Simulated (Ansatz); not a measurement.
WSe₂: geometry relaxation (part 1 of 2)

- system: WSe₂ (slab, 3 atoms in the cell)
- method: DFT PBE+D3(BJ), scalar-relativistic, plane waves, PAW, no spin polarisation (Ansatz 0.2.0)

The structure derives from an entry of the Crystallography Open Database. It belongs to a series of runs on one base structure; here: biaxial strain -0.040, atoms relaxed.

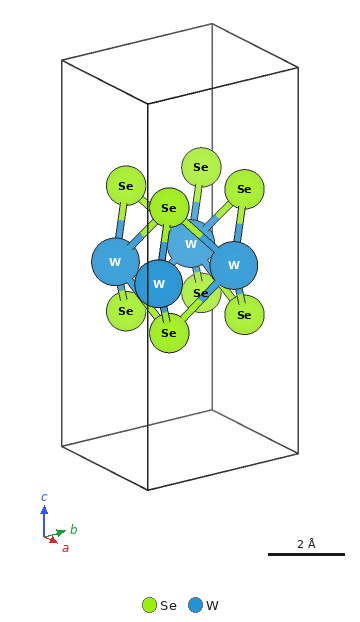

**Figure 1.** The input geometry (ball-and-stick view of the 2 × 2 repeat of the cell, with the vacuum cut short, seen slightly off an axis). An atom can appear more than once, as a periodic image. Near neighbours in the periodic cell (some may lie outside the picture): Se has 3 W at 2.48 Å; W has 6 Se at 2.48 Å.

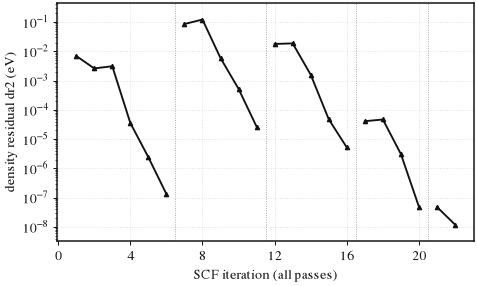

**Figure 2.** Convergence of the self-consistent field: density residual dr2 against the SCF iteration. The dotted lines part the SCF passes of the relaxation: geometry steps, rejected trials and re-solves on a re-selected basis. The 5 passes take 2 to 6 iterations each, 22 in all.

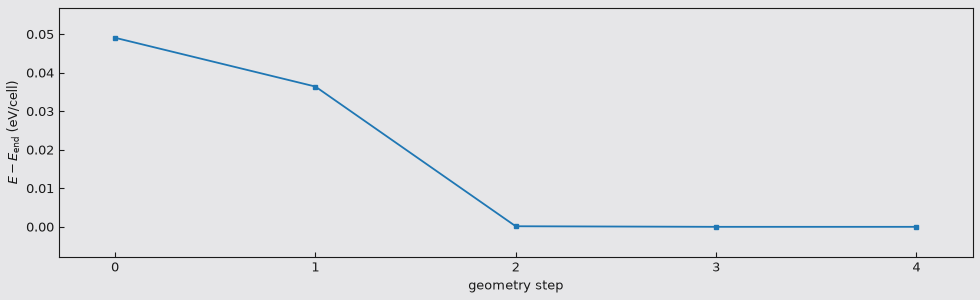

**Figure 3.** Progress of the relaxation, step by step (the first geometry is step 0 here and step 1 in the log).

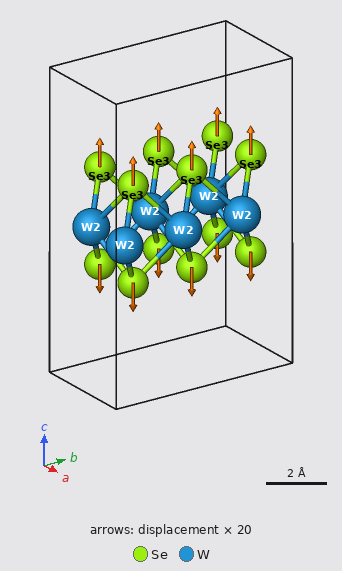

**Figure 4.** The starting structure with the displacements as orange arrows, magnified 20 times (ball-and-stick view of the 2 × 3 repeat of the cell, with the vacuum cut short, seen slightly off an axis). The largest moves, 0.051 Å, are those of Se1 and Se3. W stays in place. The lattice vectors keep their values. Among the contacts that change: Se1–W2 2.481 → 2.516 Å. The energy falls by 49.1 meV per cell of the calculation in 4 geometry steps. Largest force component: 0.98 eV/Å at the start, 0.0017 eV/Å at the end. (Atoms are counted from 1 in the order of the input.)

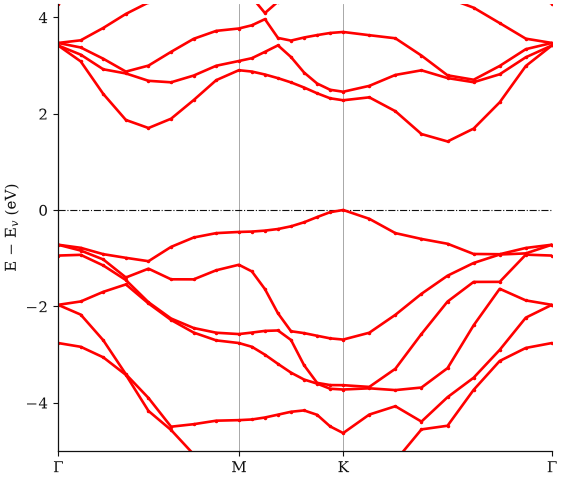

**Figure 5.** Band structure along Γ–M–K–Γ, with energies from the valence-band top. There is a gap of 1.42 eV on this path, indirect, from K to between K and Γ.

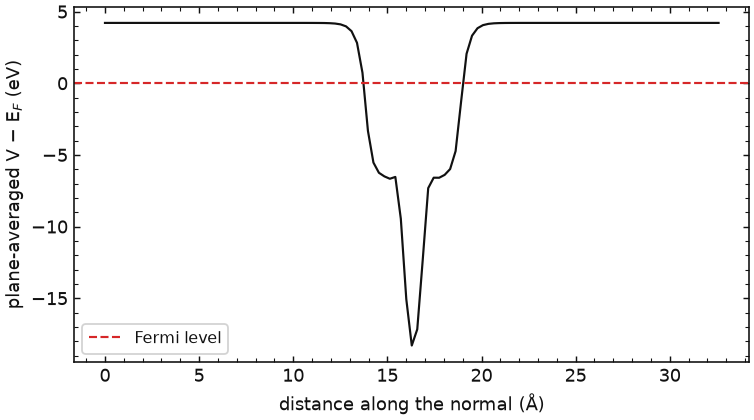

**Figure 6.** Plane average of the electrostatic potential energy of an electron across the cell, from the Fermi level. The vacuum level lies 4.21 eV above the Fermi level.

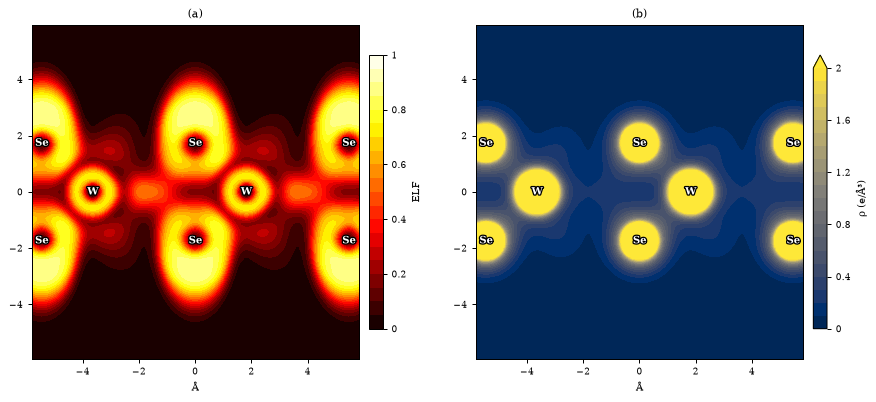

**Figure 7.** (a) ELF; (b) valence charge density (pseudo) on the (110) plane of the calculation cell, a cut from vacuum to vacuum. Atoms in the plane: Se and W. W–Se (2.52 Å): the density is about 0.57 e/Å³ at the midpoint; the ELF is about 0.50 at the midpoint. The density dies away to nearly zero in the vacuum. The strong features right at W lie inside the PAW spheres (semicore, d or f shells) and say nothing about bonding. The fields are those of the smooth PAW valence density.

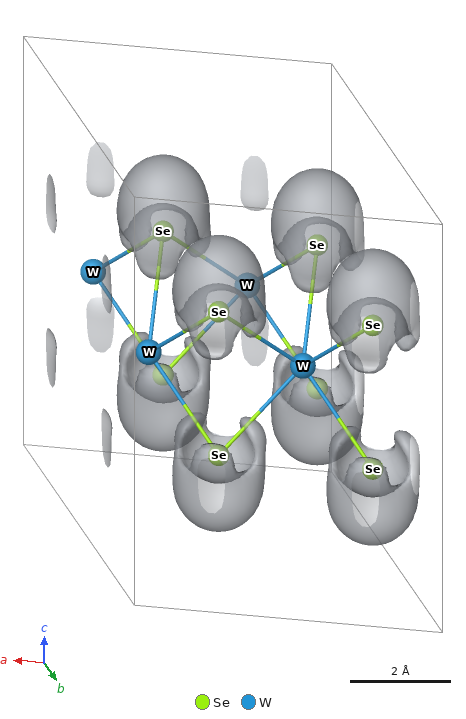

**Figure 8.** Isosurface of the ELF at 0.75 (grey), seen at an oblique angle. Only the valence region is drawn (cores and ρ < 0.01 e/Å³ removed). Sticks mark near contacts. Values along the shortest contacts: W–Se (2.52 Å): the ELF is about 0.50 at the midpoint.

The input and output of the run follow.

Input file:
```yaml
crystal:
  lattice:
    - [3.1541000303, 0.0, 0.0]
    - [-1.5770500151, 2.7315307523, 0.0]
    - [0.0, 0.0, 32.7374894635]
  atoms:
    - { symbol: Se, position: [0.3333333333, 0.6666666667, 0.4485393955] }
    - { symbol: W, position: [0.6666666667, 0.3333333333, 0.5] }
    - { symbol: Se, position: [0.3333333333, 0.6666666667, 0.5514606045] }
  periodic: [true, true, false]
basis:
  ecutwfc: 420
kpoints:
  mp_grid: { grid: [12, 12, 1] }
  band_path:
    path:
      - [0, 0, 0]
      - [0.5, 0, 0]
      - [0.3333333333333, 0.3333333333333, 0]
      - [0, 0, 0]
    npoints: 8
hamiltonian:
  xc: pbe
  dispersion: d3bj
scf:
  occupations: { method: gaussian, width: 0.02 }
output:
  forces: true
  stress: true
  eigenvalues: true
  write_density: true
  write_potential: true
  elf: true
  volumetric_format: npy
relax:
  adjacent_minimum: "off"
  f_tol: 0.01
  max_steps: 40
```

Run as:
```bash
ansatz run input.yaml --threads 2 --pin off --max-ram 5120MiB --backend cpu --events-out ev --progress --plain --runs-dir out
```

What the program printed:
```
Warning: output.stress: scf.convergence.dr2_threshold = 1e-7 eV (the SCF's general default) is looser than the 3e-10 eV advised for a printed stress (1e-10 eV for each atom of the cell: 3). What an SCF threshold leaves in a stress goes as its square root, and in the free energy as the threshold itself, and one threshold admits the most on a small cell: of the crystals measured, under no hybrid functional and no lock of the moments, on runs that ended without the residual-converged pass, on stresses that held no estimate of that error, the worst erred by over 100 MPa in a component at 1e-7 eV an atom and by under 5 at 1e-10. Every solve of this run answers to scf.convergence.dr2_threshold, and the tensor of one is reported: a single SCF on the reported geometry and on this run's grids (its basis.xc_grid and basis.ecutrho_ratio typed), with scf.convergence.dr2_threshold at 3e-10 eV or tighter, prints it and tightens no other solve. Else set scf.convergence.dr2_threshold to 3e-10 eV or tighter. The threshold is an SCF's pass mark: one that does not reach it within its budget of iterations ends unconverged, or closes short of it on a stop that the run arms, and scf.convergence.dr2_threshold's page says what that costs each kind of run
Engine: ansatz 0.2.0, x86_64-unknown-linux-gnu
Pseudopotentials: kind: paw
Pseudopotential: Se, paw, valence charge 16, recommended cutoff 420 eV (normal), Se.paw.azcp
Pseudopotential: W, paw, valence charge 14, recommended cutoff 420 eV (normal), W.paw.azcp
Functional definition: PBE
  parameter kappa = 0.804
  parameter beta = 0.06672455060314922
  exchange = pbe_x(kappa = kappa, mu = beta*pi^2/3)
  correlation = pbe_c(beta = beta)
Crystal: 3 atoms, lattice volume = 282.051 Å³
Basis set: ecut = 420 eV, 5461 PW (Γ), exchange–correlation on 48×48×450 points (8 copies of the dense FFT grid, shifted against one another)
Bands: 28, of which v1, the nominal top of the filled ones, is band 23 counted from 1 (22 counted from 0)
Symmetry: 12 space group operations
Space group: P-6m2 (ITA 187), of the structure as read, at distance tolerance 6.6e-5 Å
k-points: 19 of 144 (time reversal used)
Non-local potential: Se, projectors of the file, l = 0: 2, l = 1: 2, l = 2: 3, l = 3: 1
Non-local potential: W, projectors of the file, l = 0: 3, l = 1: 2, l = 2: 2, l = 3: 1
PAW form: soft (Blöchl's): semilocal exchange-correlation on the pseudo side does not see the compensation charge
PAW one-centre angular grid: Se, 590 points (default); XC on 64 Gauss nodes
PAW one-centre angular grid: W, 590 points (default); XC on 64 Gauss nodes
Initial density: superposition of atomic densities (neutral atoms: chi_scale 0, normalization atom), corrected by the library's trained network
Initial wavefunctions: pseudopotential atomic-orbital guess
Functional: x = pbe(κ = 0.804, μ = 0.2195149727645171), c = pbe(β = 0.06672455060314922)
SCF iter   1: F=—  HF=-21325.456001 eV  |F-HF|=—  |Δ(HF+E_count)|=         —  Δρ=2.36e-3  dr2=6.98e-3  ethr=1.77e-3  ⟨swp⟩=15.5  Hψ=3814  notcnv=0
preconditioner: auto → Resta (q_TF=auto, 2.017 Å⁻¹)  ε∞=2.0  [insulator: Δε(μ)=1.623 eV  Ē_g=9.301 eV  σ=0.020 eV  W_gap=1.00  n_scr=20 (ndim 8)  ℏωp=9.4 eV  f_vac=0.778  D(μ)=0.00/eV (n_scr^D=0)  ε∞_Penn≈2.0  vacuum switching on, ρ_ref=6.3e-3 e/Å³]
SCF iter   2: F=—  HF=-21325.457697 eV  |F-HF|=—  |Δ(HF+E_count)|=   1.70e-3  Δρ=1.32e-3  dr2=2.61e-3  ethr=1.52e-5  ⟨swp⟩=4.2  Hψ=1622  notcnv=0  defer=19
SCF iter   3: F=—  HF=-21325.459733 eV  |F-HF|=—  |Δ(HF+E_count)|=   2.04e-3  Δρ=7.23e-4  dr2=3.10e-3  ethr=5.67e-6  ⟨swp⟩=3.3  Hψ=938  notcnv=0  defer=19
SCF iter   4: F=—  HF=-21325.459880 eV  |F-HF|=—  |Δ(HF+E_count)|=   1.47e-4  Δρ=1.08e-4  dr2=3.57e-5  ethr=5.67e-6  ⟨swp⟩=2.8  Hψ=844  notcnv=0  defer=19
SCF iter   5: F=—  HF=-21325.459778 eV  |F-HF|=—  |Δ(HF+E_count)|=   1.02e-4  Δρ=3.86e-5  dr2=2.41e-6  ethr=5.43e-9  ⟨swp⟩=28.4  Hψ=7361  notcnv=0
SCF iter   6: F=-21325.459781 eV  HF=-21325.459781 eV  |F-HF|=1.10e-7  |Δ(HF+E_count)|=   2.18e-6  Δρ=6.37e-6  dr2=1.33e-7  ethr=5.23e-9  ⟨swp⟩=18.6  Hψ=5401  notcnv=0
SCF 1 converged in 6 iterations: F = -21325.459781 eV  dr2 = 1.33e-7
  greatest PAW one-centre occupation: 1.000 electrons in one spin orbital (limit 2), on the Se atom at site 2 (counted from 0), in its partial waves of l = 2
relax step   1: F+E_penalty+E_count = -21325.45978079 eV  Δ(F+E_penalty+E_count) = +0.000e0 eV  max|allowed force component| = 9.783e-1 eV/Å  Δτ_max = 0.0000 Å  (6 SCF iters, dr2 threshold 2.50e-6 eV, accepted)
Initial density: handed on by an earlier stage of this run
Initial wavefunctions: those handed on with the density
iter 1 solved again at ethr=2.15e-4 eV; its pass at ethr=3.10e-3 eV (dr2=9.88e-2 eV) is discarded
SCF iter   1: F=—  HF=-21325.486474 eV  |F-HF|=—  |Δ(HF+E_count)|=         —  Δρ=3.94e-3  dr2=8.59e-2  ethr=2.15e-4  ⟨swp⟩=2.6  Hψ=2364  notcnv=0  defer=19
preconditioner: auto → Resta (q_TF=auto, 2.017 Å⁻¹)  ε∞=2.1  [insulator: Δε(μ)=1.259 eV  Ē_g=8.942 eV  σ=0.020 eV  W_gap=1.00  n_scr=20 (ndim 8)  ℏωp=9.4 eV  f_vac=0.774  D(μ)=0.00/eV (n_scr^D=0)  ε∞_Penn≈2.1  vacuum switching on, ρ_ref=5.8e-3 e/Å³]
SCF iter   2: F=—  HF=-21325.487810 eV  |F-HF|=—  |Δ(HF+E_count)|=   1.34e-3  Δρ=3.36e-3  dr2=1.22e-1  ethr=1.87e-4  ⟨swp⟩=4.0  Hψ=991  notcnv=0  defer=19
SCF iter   3: F=—  HF=-21325.473699 eV  |F-HF|=—  |Δ(HF+E_count)|=   1.41e-2  Δρ=1.37e-3  dr2=5.88e-3  ethr=1.87e-4  ⟨swp⟩=3.0  Hψ=950  notcnv=0  defer=19
SCF iter   4: F=—  HF=-21325.472520 eV  |F-HF|=—  |Δ(HF+E_count)|=   1.18e-3  Δρ=3.29e-4  dr2=5.23e-4  ethr=1.28e-5  ⟨swp⟩=3.7  Hψ=1107  notcnv=0  defer=19
SCF iter   5: F=-21325.472446 eV  HF=-21325.472458 eV  |F-HF|=1.14e-5  |Δ(HF+E_count)|=   6.20e-5  Δρ=8.27e-5  dr2=2.66e-5  ethr=1.30e-7  ⟨swp⟩=29.6  Hψ=7952  notcnv=0
SCF 2 converged in 5 iterations: F = -21325.472446 eV  dr2 = 2.66e-5
  Residual-converged pass: ⟨swp⟩=1.5  Hψ=629  notcnv=0  max |occ|·‖R‖ = 7.0e-9 eV (tolerance 1.0e-8 eV)  dr2=2.66e-5  dr2_onsite=1.58e-6  max |Δocc| = 0.0e0
  greatest PAW one-centre occupation: 1.000 electrons in one spin orbital (limit 2), on the Se atom at site 0 (counted from 0), in its partial waves of l = 2
relax step   2: F+E_penalty+E_count = -21325.47244618 eV  Δ(F+E_penalty+E_count) = -1.267e-2 eV  max|allowed force component| = 7.704e-1 eV/Å  Δτ_max = 0.0975 Å  (5 SCF iters, dr2 threshold 5.98e-5 eV, accepted)
```
